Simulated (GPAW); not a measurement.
**BN (Qingsongite, F-43m): the B K absorption edge**

Aim: the dependence of the B K near-edge features of BN (Qingsongite, F-43m) on volume.

Calculated with GPAW 26.7.0; X-ray absorption from dipole matrix elements to empty bands, plane-wave PAW LDA.

### 1. Starting point

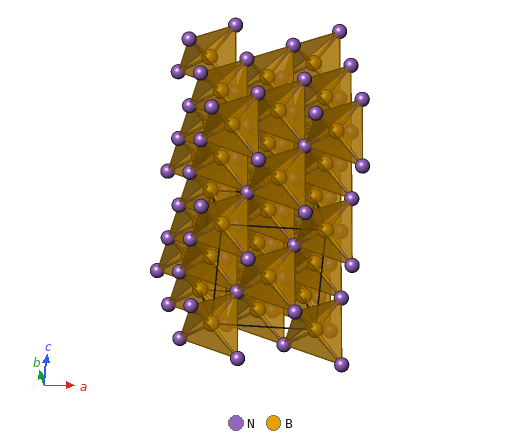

The cell as given, slightly off an axis (nitrogen purple, boron orange). 1×2×2 cells are drawn. This picture shows the conventional cell, with its axes. Some periodic images of atoms are drawn too.

Coordinates:

```
N B
1.0
     0.00000    1.80750    1.80750
     1.80750    0.00000    1.80750
     1.80750    1.80750    0.00000
N B
1 1
Direct
  0.75000 0.75000 0.75000
  0.00000 0.00000 0.00000
```

### 2. Ground state of the crystal

The ground state comes first: it tells whether the system has a gap, which decides how the excited electron is treated.

Contents of scf.py:

```python
import numpy as np
from ase import Atoms
from ase.parallel import parprint, paropen
from gpaw import GPAW, PW, FermiDirac, Mixer, MixerDif, setup_paths
from gpaw.test import gen
setup_paths.insert(0, '.')
gen('B', name='nch1s', xcname='LDA', corehole=(1, 0, 0), write_xml=True)
from gpaw.mpi import world
world.barrier()

atoms = Atoms('NB',
    cell=[[0, 1.8075, 1.8075],
     [1.8075, 0, 1.8075],
     [1.8075, 1.8075, 0]],
    scaled_positions=[[0.75, 0.75, 0.75],
     [0, 0, 0]],
    pbc=True)
atoms.calc = calc = GPAW(legacy_gpaw=True, mode=PW(500, force_complex_dtype=True), xc='LDA', setups={1: 'nch1s'},
    kpts={'size': (12, 12, 12), 'gamma': True}, occupations=FermiDirac(0.05),
    charge=0, mixer=Mixer(0.1, 5, 50), maxiter=150,
    convergence={'density': 0.0001, 'eigenstates': 1e-6}, txt='scf.txt')
energy = atoms.get_potential_energy() + calc.get_reference_energy()
ef = calc.get_fermi_level()
out = dict(energy=energy, fermi=ef, forces=atoms.get_forces().tolist())
parprint(f'all-electron energy {energy:.4f} eV, Fermi level {ef:.4f} eV')
ev = np.array([[calc.get_eigenvalues(k, s) for k in range(len(calc.get_ibz_k_points()))] for s in range(calc.get_number_of_spins())])
out['homo'], out['lumo'], out['counts'] = ev[ev < ef].max(), ev[ev > ef].min(), sorted(set((ev < ef).sum((0, 2)).tolist()))
out['filled'] = (ev[:, 0] < ef).sum(1).tolist()
import json
with paropen('out.json', 'w') as f:
    json.dump(out, f)
```

Launch:

```console
$ OMP_NUM_THREADS=1 mpirun -n 4 gpaw python scf.py
```

Numbers of over 12 decimals in the logs are rounded to 6 here.

The program printed:

```text
Input parameters:
  convergence: {density: 0.0001,
                eigenstates: 1e-06}
  kpts: {gamma: True,
         size: (12, 12, 12)}
  maxiter: 150
  mixer: {backend: pulay,
          beta: 0.1,
          method: separate,
          nmaxold: 5,
          weight: 50}
  mode: {ecut: 500.0,
         force_complex_dtype: True,
         name: pw}
  occupations: {fixmagmom: False,
                name: fermi-dirac,
                width: 0.05}
  setups: {1: nch1s}

Initialize ...

[... PAW data sets ...]

Reference energy: -2133.488730  # eV

Spin-paired calculation

[... convergence settings ...]
Symmetries present (total): 24
  [... symmetry matrices ...]

1728 k-points: 12 x 12 x 12 Monkhorst-Pack grid + [1/24,1/24,1/24]
72 k-points in the irreducible part of the Brillouin zone
       k-points in crystal coordinates                weights
   0:    -0.00000000   -0.00000000   -0.00000000          1/1728
   1:     0.08333333    0.08333333   -0.00000000          6/1728
   2:     0.08333333    0.08333333    0.08333333          8/1728
   3:     0.16666667    0.08333333    0.08333333         12/1728
   4:     0.16666667    0.16666667   -0.00000000          6/1728
   5:     0.16666667    0.16666667    0.08333333         24/1728
   6:     0.16666667    0.16666667    0.16666667          8/1728
   7:     0.25000000    0.16666667    0.08333333         24/1728
   8:     0.25000000    0.16666667    0.16666667         24/1728
   9:     0.25000000    0.25000000   -0.00000000          6/1728
          ...
  71:     0.50000000    0.50000000    0.50000000          4/1728

Wave functions: Plane wave expansion
  Cutoff energy: 500.000 eV
  Number of coefficients (min, max): 284, 310
  Pulay-stress correction: 0.000000 eV/Ang^3 (de/decut=0.000000)
  Using FFTW library
  Wavefunction extrapolation:
    Improved wavefunction reuse through dual PAW basis

Occupation numbers: Fermi-Dirac:
  width: 0.0500  # eV

Eigensolver
   Davidson(niter=2)

Densities:
  Coarse grid: 14*14*14 grid
  Fine grid: 28*28*28 grid
  Total Charge: 0.000000

Density mixing:
  Method: separate
  Backend: pulay
  Linear mixing parameter: 0.1
  old densities: 5
  Width of damping distribution: 1.1
  Damping of long wavelength oscillations: 50

[... Hamiltonian set-up ...]
Number of atoms: 2
Number of atomic orbitals: 8
Number of bands in calculation: 8
Number of valence electrons: 8
Bands to converge: occupied

... initialized

Initializing position-dependent things.

Density initialized from atomic densities
Creating initial wave functions:
  8 bands from LCAO basis set

               N

       B

Atomic positions and initial magnetic moments

Positions:
   0 N      2.711250    2.711250    2.711250    ( 0.0000,  0.0000,  0.0000)
   1 B      0.000000    0.000000    0.000000    ( 0.0000,  0.0000,  0.0000)

Unit cell:
           periodic     x           y           z      points  spacing
  1. axis:    yes    0.000000    1.807500    1.807500    14     0.1491
  2. axis:    yes    1.807500    0.000000    1.807500    14     0.1491
  3. axis:    yes    1.807500    1.807500    0.000000    14     0.1491

  Lengths:   2.556191   2.556191   2.556191
  Angles:   60.000000  60.000000  60.000000

Effective grid spacing dv^(1/3) = 0.1627

iter:   1   -19.677455
iter:   2   -19.379589   -1.61  -0.77
iter:   3   -18.882653   -1.23  -0.85
iter:   4   -18.836190   -2.64  -1.22
iter:   5   -18.827959   -2.49  -1.49
iter:   6   -18.824675   -3.58  -1.96
iter:   7   -18.823957   -3.84  -2.37
iter:   8   -18.823920c  -5.42  -3.08
iter:   9   -18.823922c  -6.48c -3.62
iter:  10   -18.823919c  -6.39c -3.64
iter:  11   -18.823919c  -8.71c -4.64c

Converged after 11 iterations.

Dipole moment: (1.725237, 1.725237, 1.725237) |e|*Ang

Energy contributions relative to reference atoms: (reference = -2133.488730)

Kinetic:        +13.110977
Potential:      -11.764403
External:        +0.000000
XC:             -20.105007
Entropy (-ST):   -0.000000
Local:           -0.065486
SIC:             +0.000000
--------------------------
Free energy:    -18.823919
Extrapolated:   -18.823919

Showing only first 2 kpts
 Kpt  Band  Eigenvalues  Occupancy
  0     2      9.88584    2.00000
  0     3      9.88594    2.00000
  0     4     18.54357    0.00000
  0     5     18.54357    0.00000

  1     2      9.32078    2.00000
  1     3      9.32084    2.00000
  1     4     18.20123    0.00000
  1     5     19.29295    0.00000

Fermi level: 10.96027

Gap: 4.286 eV
Transition (v -> c):
  (s=0, k=0, n=3, [-0.00, -0.00, -0.00]) -> (s=0, k=65, n=4, [0.50, 0.50, -0.00])
Direct/indirect transitions are different
Direct gap: 8.658 eV
Transition at: (s=0, k=0, n=3, [-0.00, -0.00, -0.00])

Forces in eV/Ang:
  0 N     0.00000   -0.00000   -0.00000
  1 B    -0.00000    0.00000    0.00000
Scalar-relativistic atomic LDA calculation for B (Boron, Z=5)
Core hole in 1s state (1s occupation: 2.0)
300 radial gridpoints.
|------------------------------------------------|
|------------------------------------------------|
[... the atom generator's iteration count ...]

Energy contributions:
-------------------------
Kinetic:      +24.180604
XC:            -3.523894
Potential:    -45.007336
-------------------------
Total:        -24.350626

state      eigenvalue         ekin         rmax
-----------------------------------------------
1s^2.0 :    -6.565858    10.670813        0.212
2s^2.0 :    -0.344821     1.048488        1.518
2p^1.0 :    -0.136481     0.742001        1.561
-----------------------------------------------
(units: Bohr and Hartree)

Generating PAW setup
Kinetic energy of the core from tauc = 21.348427
Cutoffs:
rc(s)=1.200
rc(p)=1.200
rc(d)=1.200
rc(vbar)=1.080
rc(comp)=1.200
rc(nct)=1.200

Kinetic energy of the core states: 21.341627
Charge: 0.0
Core electrons: 2.0
Valence electrons: 3.0
Pseudo-core charge: 0.117059
Shape function alpha=6.944
Pseudo-electron charge 3.110279
state    eigenvalue         norm
--------------------------------
2s(2) :    -0.344821     1.005361
*s    :     0.655179
2p(1) :    -0.136481     0.982498
*p    :     0.863519
*d    :     0.000000
--------------------------------

Diagonalizing with gridspacing h=0.050

state   all-electron     PAW
-------------------------------
2s:      -0.344821    -0.345234
2p:      -0.136481    -0.136840
*d:                    0.041809
*f:                    0.072211
-------------------------------
all-electron energy -2152.3126 eV, Fermi level 10.9603 eV
```

It took 3.8 s on 4 MPI ranks of Arm Neoverse V1, shared host; peak memory 0.15 GiB; 15 s of CPU time.

The mesh shows a gap of 4.29 eV, so the hole is first treated in a charged cell, without the excited electron.

### 3. Supercell without a hole, the energy reference

The photon energy needs a difference of total energies, so the cell and mesh of the coming hole run are first run without a hole.

Edit scf.py of step 2 so:

```diff
@@ -10,11 +10,25 @@
 
-atoms = Atoms('NB',
-    cell=[[0, 1.8075, 1.8075],
-     [1.8075, 0, 1.8075],
-     [1.8075, 1.8075, 0]],
-    scaled_positions=[[0.75, 0.75, 0.75],
-     [0, 0, 0]],
+atoms = Atoms('N8B8',
+    cell=[[0, 3.615, 3.615],
+     [3.615, 0, 3.615],
+     [3.615, 3.615, 0]],
+    scaled_positions=[[0.375, 0.375, 0.375],
+     [0.375, 0.375, 0.875],
+     [0.375, 0.875, 0.375],
+     [0.875, 0.375, 0.375],
+     [0.375, 0.875, 0.875],
+     [0.875, 0.375, 0.875],
+     [0.875, 0.875, 0.375],
+     [0.875, 0.875, 0.875],
+     [0, 0, 0],
+     [0, 0, 0.5],
+     [0, 0.5, 0],
+     [0.5, 0, 0],
+     [0, 0.5, 0.5],
+     [0.5, 0, 0.5],
+     [0.5, 0.5, 0],
+     [0.5, 0.5, 0.5]],
     pbc=True)
-atoms.calc = calc = GPAW(legacy_gpaw=True, mode=PW(500, force_complex_dtype=True), xc='LDA', setups={1: 'nch1s'},
-    kpts={'size': (12, 12, 12), 'gamma': True}, occupations=FermiDirac(0.05),
+atoms.calc = calc = GPAW(legacy_gpaw=True, mode=PW(500, force_complex_dtype=True), xc='LDA', setups={8: 'nch1s'},
+    kpts={'size': (4, 4, 4), 'gamma': True}, occupations=FermiDirac(0.02),
     charge=0, mixer=Mixer(0.1, 5, 50), maxiter=150,
```

The program printed:

```text
Input parameters:
  convergence: {density: 0.0001,
                eigenstates: 1e-06}
  kpts: {gamma: True,
         size: (4, 4, 4)}
  maxiter: 150
  mixer: {backend: pulay,
          beta: 0.1,
          method: separate,
          nmaxold: 5,
          weight: 50}
  mode: {ecut: 500.0,
         force_complex_dtype: True,
         name: pw}
  occupations: {fixmagmom: False,
                name: fermi-dirac,
[...]
2s(2) :    -0.344821     1.005361
*s    :     0.655179
2p(1) :    -0.136481     0.982498
*p    :     0.863519
*d    :     0.000000
--------------------------------

Diagonalizing with gridspacing h=0.050

state   all-electron     PAW
-------------------------------
2s:      -0.344821    -0.345234
2p:      -0.136481    -0.136840
*d:                    0.041809
*f:                    0.072211
-------------------------------
all-electron energy -17218.5594 eV, Fermi level 10.9601 eV
[key lines of the parts left out:]
Converged after 12 iterations.
Dipole moment: (13.800705, 13.800705, 13.800705) |e|*Ang
Free energy:   -150.649528
Fermi level: 10.96009
```

Wall time 11 s (4 MPI ranks); peak memory 0.25 GiB; 43 s of CPU time.

Reference energy: -17218.559 eV with the cores included.

[end of part 1 of 3]

[Banner, clock and machine lines of the logs are left out without a mark of their own.]

[Logs are printed without paths, hosts, clocks, repeated set-up lines and the standing remarks that a program may print on its own settings, such as how far it seeks lower states.]

[Hosts, paths, dates, database ids (printed as entryN), source tags and the programs' standing remarks are cut or masked in the printed files.]

[Lists of maxima count a maximum above −3 eV only where it reaches 4 % of the highest in the window and stands out from its surroundings by 2 % of it (1.5 % where it reaches 55 %); shoulders and weaker maxima are passed over, and of the rest the first, up to two pre-edge ones and the few strongest are named.]
